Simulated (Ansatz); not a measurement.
Al₄₈O₇₂: single-point calculation (part 2 of 2)

The same run, continued: Al₄₈O₇₂ (R-3c, 120 atoms in the cell); DFT, HSE06, PAW, plane waves (Ansatz 0.2.0); cutoff 420 eV, 1×1×1 k-mesh, Fermi–Dirac smearing of 0.01 eV. The structure was built on a prototype by a generator.

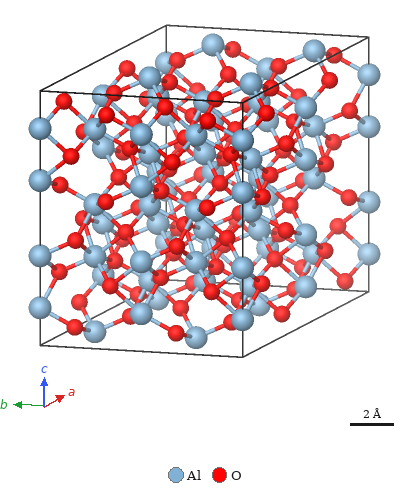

*The structure (ball-and-stick view of the cell of the calculation, seen at an oblique angle).*

**Output, continued**
```
--- Per-component energies (eV) ---
  E_band       = -272.846478
  E_kinetic    = 14272.322849
  E_local      = -23858.946751  (includes V_loc(G=0)·N_el)
  E_nonlocal   = 3792.844599
  E_hartree    = 8885.065651
  E_xc         = -5932.115458
  E_vxc        = -6685.437980  (∫ρ·V_xc dr)
  E_exx        = -1635.080709  (= α·E_x^exact, valence–valence)
  E_paw        = -33675.812351  (= ΣΔE_a)
  E_vpaw       = -2293.753451  (= ΣTr[D̂ρ^β])
  E_aug_tail   = 0.180765  (compensation charges beyond the density's cutoff)
  E_ewald      = -28695.831748
  E_core_change = -4.072218  (= ΣΔE_core)
  E_smearing   = -0.000000  (= −TS)
  E_closure    = 0.000009  (closes the sum)
  Σ components = -66851.445361   (vs F -66851.445361, Δ=0.00e0)
--- Forces (eV/Å), atoms counted from 1 ---
  atom   1  Al    -0.00000000    -0.00000000    -0.02602628
  atom   2  Al    -0.00000000     0.00000000    -0.02602628
  atom   3  Al     0.00000000     0.00000000    -0.02602628
  atom   4  Al    -0.00000000     0.00000000    -0.02602628
  atom   5  Al     0.00000000    -0.00000000    -0.02602628
  atom   6  Al    -0.00000000    -0.00000000    -0.02602628
  atom   7  Al     0.00000000    -0.00000000    -0.02602628
  atom   8  Al    -0.00000000    -0.00000000    -0.02602628
  atom   9  Al     0.00000000     0.00000000     0.02602628
  atom  10  Al    -0.00000000     0.00000000     0.02602628
  atom  11  Al    -0.00000000     0.00000000     0.02602628
  atom  12  Al    -0.00000000     0.00000000     0.02602628
  atom  13  Al    -0.00000000    -0.00000000    -0.02602628
  atom  14  Al    -0.00000000    -0.00000000    -0.02602628
  atom  15  Al    -0.00000000    -0.00000000    -0.02602628
  atom  16  Al    -0.00000000    -0.00000000    -0.02602628
  atom  17  Al    -0.00000000     0.00000000    -0.02602628
  atom  18  Al     0.00000000    -0.00000000    -0.02602628
  atom  19  Al     0.00000000    -0.00000000    -0.02602628
  atom  20  Al    -0.00000000    -0.00000000    -0.02602628
  atom  21  Al     0.00000000    -0.00000000     0.02602628
  atom  22  Al     0.00000000     0.00000000     0.02602628
  atom  23  Al     0.00000000     0.00000000     0.02602628
  atom  24  Al     0.00000000     0.00000000     0.02602628
  atom  25  Al    -0.00000000     0.00000000     0.02602628
  atom  26  Al     0.00000000     0.00000000     0.02602628
  atom  27  Al     0.00000000     0.00000000     0.02602628
  atom  28  Al     0.00000000     0.00000000     0.02602628
  atom  29  Al    -0.00000000     0.00000000    -0.02602628
  atom  30  Al    -0.00000000     0.00000000    -0.02602628
  atom  31  Al    -0.00000000     0.00000000    -0.02602628
  atom  32  Al    -0.00000000     0.00000000    -0.02602628
  atom  33  Al    -0.00000000    -0.00000000    -0.02602628
  atom  34  Al    -0.00000000    -0.00000000    -0.02602628
  atom  35  Al    -0.00000000    -0.00000000    -0.02602628
  atom  36  Al     0.00000000    -0.00000000    -0.02602628
  atom  37  Al    -0.00000000    -0.00000000     0.02602628
  atom  38  Al     0.00000000     0.00000000     0.02602628
  atom  39  Al     0.00000000    -0.00000000     0.02602628
  atom  40  Al     0.00000000    -0.00000000     0.02602628
  atom  41  Al     0.00000000    -0.00000000     0.02602628
  atom  42  Al     0.00000000     0.00000000     0.02602628
  atom  43  Al    -0.00000000     0.00000000     0.02602628
  atom  44  Al     0.00000000     0.00000000     0.02602628
  atom  45  Al     0.00000000    -0.00000000     0.02602628
  atom  46  Al    -0.00000000     0.00000000     0.02602628
  atom  47  Al     0.00000000     0.00000000     0.02602628
  atom  48  Al     0.00000000    -0.00000000     0.02602628
  atom  49  O      0.02114016     0.00000000    -0.00000000
  atom  50  O      0.02114016     0.00000000    -0.00000000
  atom  51  O      0.02114016     0.00000000    -0.00000000
  atom  52  O      0.02114016     0.00000000    -0.00000000
  atom  53  O      0.01057008    -0.01830791    -0.00000000
  atom  54  O      0.01057008    -0.01830791     0.00000000
  atom  55  O      0.01057008    -0.01830791     0.00000000
  atom  56  O      0.01057008    -0.01830791     0.00000000
  atom  57  O     -0.01057008     0.01830791     0.00000000
  atom  58  O     -0.01057008     0.01830791    -0.00000000
  atom  59  O     -0.01057008     0.01830791    -0.00000000
  atom  60  O     -0.01057008     0.01830791    -0.00000000
  atom  61  O     -0.01057008    -0.01830791     0.00000000
  atom  62  O     -0.01057008    -0.01830791     0.00000000
  atom  63  O     -0.01057008    -0.01830791     0.00000000
  atom  64  O     -0.01057008    -0.01830791     0.00000000
  atom  65  O     -0.02114016    -0.00000000     0.00000000
  atom  66  O     -0.02114016     0.00000000    -0.00000000
  atom  67  O     -0.02114016     0.00000000    -0.00000000
  atom  68  O     -0.02114016    -0.00000000     0.00000000
  atom  69  O     -0.01057008    -0.01830791     0.00000000
  atom  70  O     -0.01057008    -0.01830791    -0.00000000
  atom  71  O     -0.01057008    -0.01830791     0.00000000
  atom  72  O     -0.01057008    -0.01830791     0.00000000
  atom  73  O      0.01057008    -0.01830791    -0.00000000
  atom  74  O      0.01057008    -0.01830791    -0.00000000
  atom  75  O      0.01057008    -0.01830791     0.00000000
  atom  76  O      0.01057008    -0.01830791     0.00000000
  atom  77  O     -0.02114016     0.00000000     0.00000000
  atom  78  O     -0.02114016    -0.00000000    -0.00000000
  atom  79  O     -0.02114016    -0.00000000    -0.00000000
  atom  80  O     -0.02114016     0.00000000    -0.00000000
  atom  81  O     -0.01057008    -0.01830791     0.00000000
  atom  82  O     -0.01057008    -0.01830791     0.00000000
  atom  83  O     -0.01057008    -0.01830791     0.00000000
  atom  84  O     -0.01057008    -0.01830791     0.00000000
  atom  85  O      0.01057008    -0.01830791     0.00000000
  atom  86  O      0.01057008    -0.01830791     0.00000000
  atom  87  O      0.01057008    -0.01830791     0.00000000
  atom  88  O      0.01057008    -0.01830791     0.00000000
  atom  89  O      0.01057008     0.01830791    -0.00000000
  atom  90  O      0.01057008     0.01830791    -0.00000000
  atom  91  O      0.01057008     0.01830791     0.00000000
  atom  92  O      0.01057008     0.01830791    -0.00000000
  atom  93  O      0.02114016     0.00000000     0.00000000
  atom  94  O      0.02114016     0.00000000    -0.00000000
  atom  95  O      0.02114016     0.00000000    -0.00000000
  atom  96  O      0.02114016     0.00000000    -0.00000000
  atom  97  O     -0.01057008     0.01830791    -0.00000000
  atom  98  O     -0.01057008     0.01830791    -0.00000000
  atom  99  O     -0.01057008     0.01830791    -0.00000000
  atom 100  O     -0.01057008     0.01830791    -0.00000000
  atom 101  O      0.01057008     0.01830791    -0.00000000
  atom 102  O      0.01057008     0.01830791    -0.00000000
  atom 103  O      0.01057008     0.01830791     0.00000000
  atom 104  O      0.01057008     0.01830791    -0.00000000
  atom 105  O      0.02114016    -0.00000000     0.00000000
  atom 106  O      0.02114016     0.00000000    -0.00000000
  atom 107  O      0.02114016     0.00000000     0.00000000
  atom 108  O      0.02114016    -0.00000000    -0.00000000
  atom 109  O     -0.02114016     0.00000000    -0.00000000
  atom 110  O     -0.02114016    -0.00000000    -0.00000000
  atom 111  O     -0.02114016    -0.00000000    -0.00000000
  atom 112  O     -0.02114016    -0.00000000    -0.00000000
  atom 113  O      0.01057008     0.01830791    -0.00000000
  atom 114  O      0.01057008     0.01830791    -0.00000000
  atom 115  O      0.01057008     0.01830791    -0.00000000
  atom 116  O      0.01057008     0.01830791    -0.00000000
  atom 117  O     -0.01057008     0.01830791    -0.00000000
  atom 118  O     -0.01057008     0.01830791     0.00000000
  atom 119  O     -0.01057008     0.01830791    -0.00000000
  atom 120  O     -0.01057008     0.01830791     0.00000000
  max |Σ_I F_I| component: 7.29e-17 eV/Å
--- Band table (eV) ---
  k-point 0: bands = ["-14.4267", "-13.9373", "-13.9373", "-13.3459", "-13.3459", "-13.3459", "-13.3459", "-13.3459", "-13.3459", "-13.2200", ... 198 levels left out ..., "4.7749", "4.7749", "4.7749", "4.7749", "4.7749", "4.9184", "4.9184", "4.9303", "4.9303", "4.9303", "4.9461", "4.9461", "4.9461", "4.9461", "4.9461", "4.9461", "4.9597", "4.9597", "4.9597", "4.9597", "5.0228", "5.0228", "5.0234", "5.0234", "5.0234", "5.1096", "5.1096", "5.1096", "5.1096",
      "5.1096", "5.1096", "5.1682", "5.1682", "5.1682", "5.1682", "5.1682", "5.1682", "5.2581", "5.2581", "5.2581", "5.4173", "5.4173", "5.4173", "5.5734", "5.5734", "5.5734", "5.5734", "5.5734", "5.5734", "5.5826", "5.5826", "5.5826", "5.7912", "5.7912", "5.8093", "5.8093", "5.8093", "5.8093", "5.9229", "5.9229", "5.9229", "5.9229", "5.9229", "5.9229", "6.0211", "6.0211", "6.0211", "6.0211", "6.0211",
      "6.0211", "6.0716", "6.0716", "6.0716", "6.1586", "6.1586", "6.1586", "6.1586", "6.3236", "6.3236", "6.3812", "14.3792", "15.9473", "15.9473", "17.3629", "17.4006", "17.4006", "17.5047", "17.5047", "17.5047", "17.5047", "17.5047", "17.5047", "17.7770", "17.7770", "17.7770", "17.7770", "17.7770", "17.7770", "17.8439", "17.8439", "17.8439", "17.9669", "17.9669", "17.9669", "17.9669", "17.9669", "17.9669", "18.0682", "18.0682",
      "18.0682", "18.2489", "18.2489", "18.2489", "18.5513", "18.5513", "18.5513", "18.5513", "18.5513", "18.5513", "18.7620", "18.7620", "18.7620", "18.9935", "18.9935", "19.1614", "19.4979", "19.4979", "19.4979", "19.6345", "19.6345", "19.6345", "19.8158", "19.8158", "19.8158", "19.8158", "19.8158", "19.8158", "19.8923", "19.8923", "19.9031", "19.9031", "19.9031", "19.9112", "19.9112", "20.0504", "20.1213", "20.1213", "20.1213", "20.1213",
      "20.1213", "20.1213", "20.3226", "20.3226", "20.3226", "20.3226", "20.3226", "20.3226", "20.5804", "20.5804", "20.5804", "20.5804", "20.6410", "20.6410", "20.6410", "20.6410", "20.6410", "20.6410", "20.7265", "20.7265", "20.7761", "20.9840", "20.9840", "21.1488", "21.1488", "21.1488", "21.1488", "21.1488", "21.1488", "21.2123", "21.2123", "21.2123", "21.2218", "21.2218", "21.2218", "21.2218", "21.2339", "21.2339", "21.2339", "21.4172",
      "21.4172", "21.4172", "21.4451", "21.4451", "21.4451", "21.4451", "21.4451", "21.4451", "21.4673", "21.4673", "21.7542"]
--- Löwdin populations: 120 sites ---
  site symbol       q [e]
     0     Al      1.6597
     1     Al      1.6597
     2     Al      1.6597
     3     Al      1.6597
     4     Al      1.6597
     5     Al      1.6597
     6     Al      1.6597
     7     Al      1.6597
     8     Al      1.6597
     9     Al      1.6597
    10     Al      1.6597
    11     Al      1.6597
    12     Al      1.6597
    13     Al      1.6597
    14     Al      1.6597
    15     Al      1.6597
    16     Al      1.6597
    17     Al      1.6597
    18     Al      1.6597
    19     Al      1.6597
    20     Al      1.6597
    21     Al      1.6597
    22     Al      1.6597
    23     Al      1.6597
    24     Al      1.6597
    25     Al      1.6597
    26     Al      1.6597
    27     Al      1.6597
    28     Al      1.6597
    29     Al      1.6597
    30     Al      1.6597
    31     Al      1.6597
    32     Al      1.6597
    33     Al      1.6597
    34     Al      1.6597
    35     Al      1.6597
    36     Al      1.6597
    37     Al      1.6597
    38     Al      1.6597
    39     Al      1.6597
    40     Al      1.6597
    41     Al      1.6597
    42     Al      1.6597
    43     Al      1.6597
    44     Al      1.6597
    45     Al      1.6597
    46     Al      1.6597
    47     Al      1.6597
    48      O      6.8277
    49      O      6.8277
    50      O      6.8277
    51      O      6.8277
    52      O      6.8277
    53      O      6.8277
    54      O      6.8277
    55      O      6.8277
    56      O      6.8277
    57      O      6.8277
    58      O      6.8277
    59      O      6.8277
    60      O      6.8277
    61      O      6.8277
    62      O      6.8277
    63      O      6.8277
    64      O      6.8277
    65      O      6.8277
    66      O      6.8277
    67      O      6.8277
    68      O      6.8277
    69      O      6.8277
    70      O      6.8277
    71      O      6.8277
    72      O      6.8277
    73      O      6.8277
    74      O      6.8277
    75      O      6.8277
    76      O      6.8277
    77      O      6.8277
    78      O      6.8277
    79      O      6.8277
    80      O      6.8277
    81      O      6.8277
    82      O      6.8277
    83      O      6.8277
    84      O      6.8277
    85      O      6.8277
    86      O      6.8277
    87      O      6.8277
    88      O      6.8277
    89      O      6.8277
    90      O      6.8277
    91      O      6.8277
    92      O      6.8277
    93      O      6.8277
    94      O      6.8277
    95      O      6.8277
    96      O      6.8277
    97      O      6.8277
    98      O      6.8277
    99      O      6.8277
   100      O      6.8277
   101      O      6.8277
   102      O      6.8277
   103      O      6.8277
   104      O      6.8277
   105      O      6.8277
   106      O      6.8277
   107      O      6.8277
   108      O      6.8277
   109      O      6.8277
   110      O      6.8277
   111      O      6.8277
   112      O      6.8277
   113      O      6.8277
   114      O      6.8277
   115      O      6.8277
   116      O      6.8277
   117      O      6.8277
   118      O      6.8277
   119      O      6.8277
  spilling = 0.008238 (of n_electrons = 576.000000)
```

**Summary**

```json
{"quantity": "outcome", "value": "converged"}
{"quantity": "space group (tolerance 0.01 Å)", "value": "R-3c (167)"}
{"quantity": "electrons treated", "value": "576"}
{"quantity": "free energy", "value": "−66851.4454 eV"}
{"quantity": "Fermi energy", "value": "10.380 eV"}
{"quantity": "largest force (length of the vector)", "value": "0.026 eV/Å"}
{"quantity": "wall time", "value": "7.7 min (CPU time 51 min)"}
{"quantity": "peak memory", "value": "7.7 GiB"}
```

**Remarks**

Warnings of the run: the structure was made exactly symmetric. The k-point mesh is coarse for a cell of this size, so the results may not be converged.
